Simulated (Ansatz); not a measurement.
# Single-point calculation of Mg₂Ge (part 1 of 2)

System: Mg₂Ge (Fm-3m, 3 atoms in the cell).
Method: DFT, HSE06, plane waves, PAW, no spin polarisation (Ansatz 0.2.0).

The structure was built on a prototype by a generator. The geometry comes from this level: r2SCAN (a point of a series of strains). It belongs to a series of runs on one base structure; here: hydrostatic strain -3.0%. Figures and captions count atoms from 1; the log counts them from 0 in places.

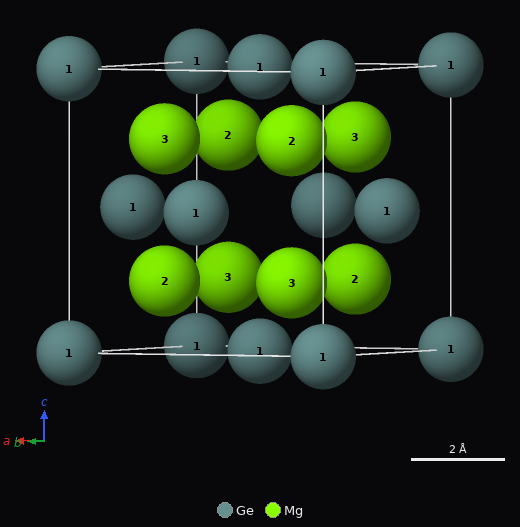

Figure 1. The structure (spheres-only view of the cell 4 times as large as that of the calculation, set on its symmetry axes, seen at an oblique angle; atoms are numbered from 1 in the order of the input). An atom can appear more than once, as a periodic image.

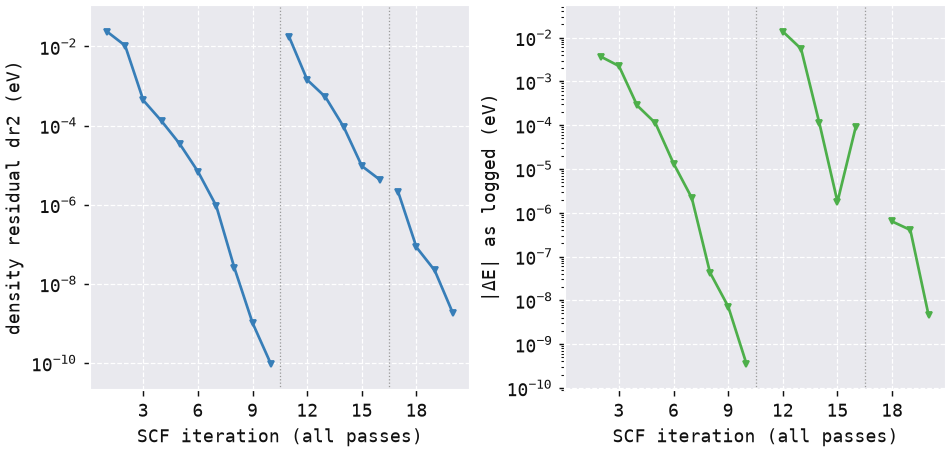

Figure 2. Convergence of the self-consistent field: density residual dr2 and size of the energy change against the SCF iteration. The run starts with a semilocal functional; after that each stretch between dotted lines is one SCF of the hybrid functional between two exact rebuilds of the exchange operator by the outer loop. Early passes are stopped at a loose threshold. The passes take 10, 6 and 4 iterations.

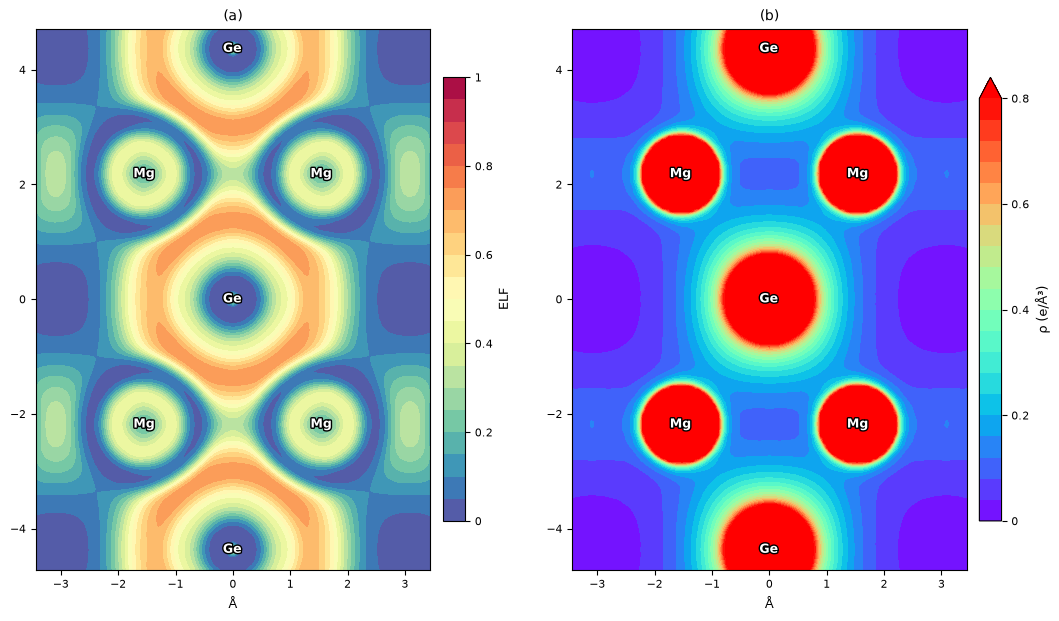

Figure 3. (a) electron localisation function; (b) valence electron density on the (101) plane of the conventional cell. Atoms in the plane: Ge and Mg. Mg–Ge (2.67 Å): ρ is about 0.26 e/Å³ halfway; the ELF is about 0.75 at the midpoint. Away from the nuclei the density in this plane falls to 0.02 e/Å³ at its lowest. The fields are those of the smooth PAW valence density.

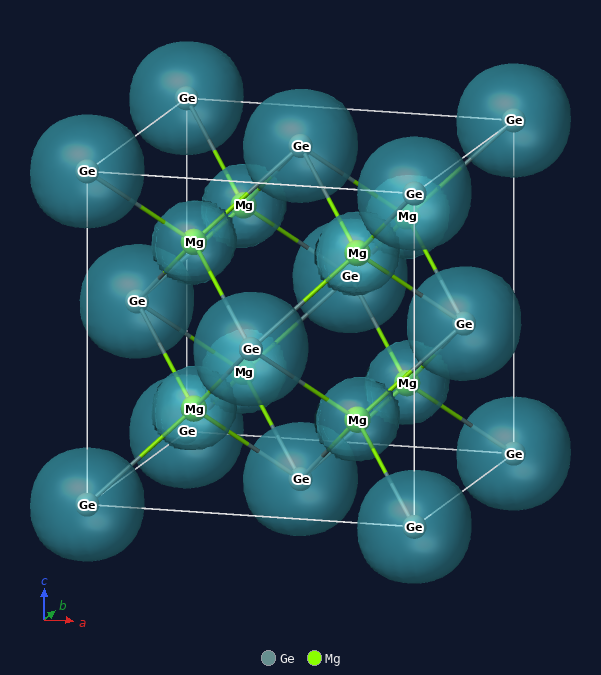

Figure 4. Isosurface of the valence charge density (pseudo) at 0.4 e/Å³ (cyan), seen slightly off an axis. Sticks mark near contacts. The outline is the cell set on symmetry axes. At this value the density breaks into separate islands; it holds about 80 % of the electrons treated as valence (semicore included). It is pinched off along the Mg–Ge (2.67 Å) contacts. On the grid the lowest density along these lines, outside the cores, is 0.19 e/Å³ (Mg–Ge, 2.67 Å).

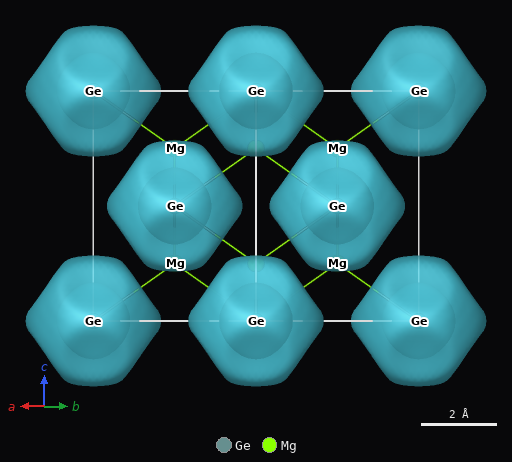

Figure 5. Isosurface of the electron localisation function at 0.5 (cyan), seen along [110]. Only the valence region is drawn (cores and ρ < 0.01 e/Å³ removed). Sticks mark near contacts. The outline is the cell set on symmetry axes. Profiles from the grid: Mg–Ge (2.67 Å): the ELF is about 0.75 at the midpoint.

These pictures come from the run below.

**Input**
```yaml
crystal:
  lattice:
    - [0.0, 3.0876082004, 3.0876082004]
    - [3.0876082004, 0.0, 3.0876082004]
    - [3.0876082004, 3.0876082004, 0.0]
  atoms:
    - { symbol: Ge, position: [0.0, 0.0, 0.0] }
    - { symbol: Mg, position: [0.25, 0.25, 0.25] }
    - { symbol: Mg, position: [0.75, 0.75, 0.75] }
kpoints:
  mp_grid: { grid: [6, 6, 6] }
  band_path:
    path:
      - [0.0, 0.0, 0.0]
      - [0.5, 0.0, 0.5]
      - [0.625, 0.25, 0.625]
      - [0.375, 0.375, 0.75]
      - [0.5, 0.5, 0.5]
      - [0.5, 0.25, 0.75]
      - [0.0, 0.5, 0.5]
    npoints: 1
hamiltonian:
  xc: hse06
scf:
  occupations: { method: fermi_dirac, width: 0.02 }
  n_extra_bands: 4
output:
  forces: true
  stress: true
  eigenvalues: true
  write_density: true
  write_potential: true
  elf: true
  volumetric_format: npy
```

**Output**
```
Warning: output.stress: scf.convergence.dr2_threshold = 1e-7 eV (the SCF's general default) is looser than the 3e-10 eV advised for a printed stress (1e-10 eV for each atom of the cell: 3). What an SCF threshold leaves in a stress goes as its square root, and in the free energy as the threshold itself, and one threshold admits the most on a small cell: of the crystals measured, under no hybrid functional and no lock of the moments, on runs that ended without the residual-converged pass, on stresses that held no estimate of that error, the worst erred by over 100 MPa in a component at 1e-7 eV an atom and by under 5 at 1e-10. Set scf.convergence.dr2_threshold to 3e-10 eV or tighter. The threshold is an SCF's pass mark: one that does not reach it within its budget of iterations ends unconverged, or closes short of it on a stop that the run arms, and scf.convergence.dr2_threshold's page says what that costs each kind of run
Warning: output.stress: scf.exx.energy_threshold = 1e-6 eV is looser than the 3e-8 eV advised for a stress under a hybrid functional (1e-8 eV for each atom of the cell: 3). Every SCF of the exchange loop can meet its threshold on dr2 while the loop round them stops early: no threshold on dr2 bounds what that leaves in the stress. Set scf.exx.energy_threshold to 3e-8 eV or tighter. The threshold is the loop's pass mark: a loop that does not reach it within its budget of cycles ends unconverged, and scf.exx.energy_threshold's page has the law
scf.n_extra_bands = 4 over 17 filled bands (N_el = 34.0): the run solves 21 bands
Engine: ansatz 0.2.0, x86_64-unknown-linux-gnu
Pseudopotentials: kind: paw
Pseudopotential: Ge, paw, valence charge 14, recommended cutoff 420 eV (normal), Ge.paw.azcp
Pseudopotential: Mg, paw, valence charge 10, recommended cutoff 420 eV (normal), Mg.paw.azcp
Functional definition: HSE06
  parameter a = 0.25
  parameter omega = 0.11/bohr
  exchange = pbe_x - a*pbe_x_sr(omega) + a*exact_x_sr(omega)
  correlation = pbe_c
Crystal: 3 atoms, lattice volume = 58.870 Å³
Basis set: ecut = 420 eV, 1139 PW (Γ), exchange–correlation on 60×60×60 points (8 copies of the dense FFT grid, shifted against one another)
Bands: 21, of which v1, the nominal top of the filled ones, is band 17 counted from 1 (16 counted from 0)
Symmetry: 48 space group operations
Space group: Fm-3m (ITA 225), of the structure as read, at distance tolerance 3.9e-5 Å
k-points: 16 of 216
Non-local potential: Ge, projectors of the file, l = 0: 2, l = 1: 2, l = 2: 3, l = 3: 1
Non-local potential: Mg, projectors of the file, l = 0: 3, l = 1: 2, l = 2: 1
PAW form: soft (Blöchl's): semilocal exchange-correlation on the pseudo side does not see the compensation charge
PAW frozen core: Ge, regenerated for the run's functional, and the local potential with it (the file was generated under x = pbe(κ = 0.804, μ = 0.2195149727645171), c = pbe(β = 0.06672455060314922))
PAW frozen core: Mg, regenerated for the run's functional, and the local potential with it (the file was generated under x = pbe(κ = 0.804, μ = 0.2195149727645171), c = pbe(β = 0.06672455060314922))
PAW one-centre angular grid: Ge, 590 points (default); XC on 64 Gauss nodes
PAW one-centre angular grid: Mg, 110 points (default); XC on 96 Gauss nodes
Initial density: superposition of atomic densities (neutral atoms: chi_scale 0, normalization atom), corrected by the library's trained network
Initial wavefunctions: pseudopotential atomic-orbital guess
Functional: x = pbe(κ = 0.804, μ = 0.2195149727645171), c = pbe(β = 0.06672455060314922), warm-up for x = pbe(κ = 0.804, μ = 0.2195149727645171) + 0.25 (exact − pbe) at short range (hse, ω = 0.20786987370883472 Å⁻¹), c = pbe(β = 0.06672455060314922); HSE06 as pw.x's `hse` composes it (authors' and Libxc's form: `xc: wpbeh`)
SCF iter   1: F=—  HF=-8143.243756 eV  |F-HF|=—  |Δ(HF+E_count)|=         —  Δρ=4.15e-3  dr2=2.38e-2  ethr=1.77e-3  ⟨swp⟩=7.7  Hψ=1384  notcnv=0
preconditioner: auto → Kerker (q_TF=auto, 2.490 Å⁻¹)  [metal: Δε(μ)=0.017 eV  Ē_g=7.843 eV  σ=0.020 eV  W_gap=0.22  n_scr=14 (ndim 8)  ℏωp=13.7 eV  f_vac=0.028  D(μ)=0.66/eV (n_scr^D=0)]
SCF iter   2: F=—  HF=-8143.240053 eV  |F-HF|=—  |Δ(HF+E_count)|=   3.70e-3  Δρ=2.69e-3  dr2=1.05e-2  ethr=7.01e-5  ⟨swp⟩=3.6  Hψ=713  notcnv=0  defer=9
iter 3 solved again at ethr=1.29e-6 eV; its pass at ethr=3.09e-5 eV (dr2=4.38e-4 eV) is discarded
SCF iter   3: F=—  HF=-8143.237804 eV  |F-HF|=—  |Δ(HF+E_count)|=   2.25e-3  Δρ=9.23e-4  dr2=4.34e-4  ethr=1.29e-6  ⟨swp⟩=2.6  Hψ=1501  notcnv=0  defer=3
SCF iter   4: F=—  HF=-8143.237522 eV  |F-HF|=—  |Δ(HF+E_count)|=   2.82e-4  Δρ=4.19e-4  dr2=1.30e-4  ethr=1.28e-6  ⟨swp⟩=3.2  Hψ=842  notcnv=0  defer=1
SCF iter   5: F=—  HF=-8143.237634 eV  |F-HF|=—  |Δ(HF+E_count)|=   1.12e-4  Δρ=1.84e-4  dr2=3.43e-5  ethr=3.83e-7  ⟨swp⟩=3.1  Hψ=644  notcnv=0  defer=1
SCF iter   6: F=—  HF=-8143.237647 eV  |F-HF|=—  |Δ(HF+E_count)|=   1.33e-5  Δρ=9.17e-5  dr2=6.87e-6  ethr=1.01e-7  ⟨swp⟩=3.1  Hψ=666  notcnv=0  defer=1
SCF iter   7: F=—  HF=-8143.237649 eV  |F-HF|=—  |Δ(HF+E_count)|=   2.18e-6  Δρ=3.37e-5  dr2=9.42e-7  ethr=2.02e-8  ⟨swp⟩=3.1  Hψ=758  notcnv=0  defer=1
SCF iter   8: F=—  HF=-8143.237649 eV  |F-HF|=—  |Δ(HF+E_count)|=   4.30e-8  Δρ=6.35e-6  dr2=2.53e-8  ethr=2.77e-9  ⟨swp⟩=3.2  Hψ=705  notcnv=0  defer=1
SCF iter   9: F=—  HF=-8143.237649 eV  |F-HF|=—  |Δ(HF+E_count)|=   7.19e-9  Δρ=2.01e-6  dr2=1.02e-9  ethr=7.45e-11  ⟨swp⟩=4.1  Hψ=963  notcnv=0  defer=1
SCF iter  10: F=-8143.237649 eV  HF=-8143.237649 eV  |F-HF|=5.82e-11  |Δ(HF+E_count)|=  3.55e-10  Δρ=5.55e-7  dr2=9.52e-11  ethr=2.99e-12  ⟨swp⟩=3.2  Hψ=795  notcnv=0  defer=1
SCF 1 converged in 10 iterations: F = -8143.237649 eV  dr2 = 9.52e-11
  greatest PAW one-centre occupation: 1.000 electrons in one spin orbital (limit 2), on the Mg atom at site 2 (counted from 0), in its partial waves of l = 0
Initial density: handed on by an earlier stage of this run
Initial wavefunctions: those handed on with the density
Functional: x = pbe(κ = 0.804, μ = 0.2195149727645171) + 0.25 (exact − pbe) at short range (hse, ω = 0.20786987370883472 Å⁻¹), c = pbe(β = 0.06672455060314922); HSE06 as pw.x's `hse` composes it (authors' and Libxc's form: `xc: wpbeh`)
Exchange kernel: α = 0.2500, screened, ω = 0.2079 Å⁻¹, Wigner–Seitz truncation, v(0) = 1046.8578 eV·Å³, q-mesh 6×6×6, nearest image of the exchange supercell L = 26.20 Å, pair-density grid 18×18×18, without the augmentation charges, whose exchange is taken in its separable form by FFT convolution over the k-point mesh (sized by the pseudopotential files, 24×24×24 at the most), smooth part of the exact exchange by density-matrix convolution in up to 4.05 GiB of GPU memory as planned if the GPU has room (build and FFT work areas not counted)
Frozen-core exchange: fock
iter 1 solved again at ethr=3.34e-5 eV; its pass at ethr=1.00e-1 eV (dr2=1.13e-2 eV) is discarded
```
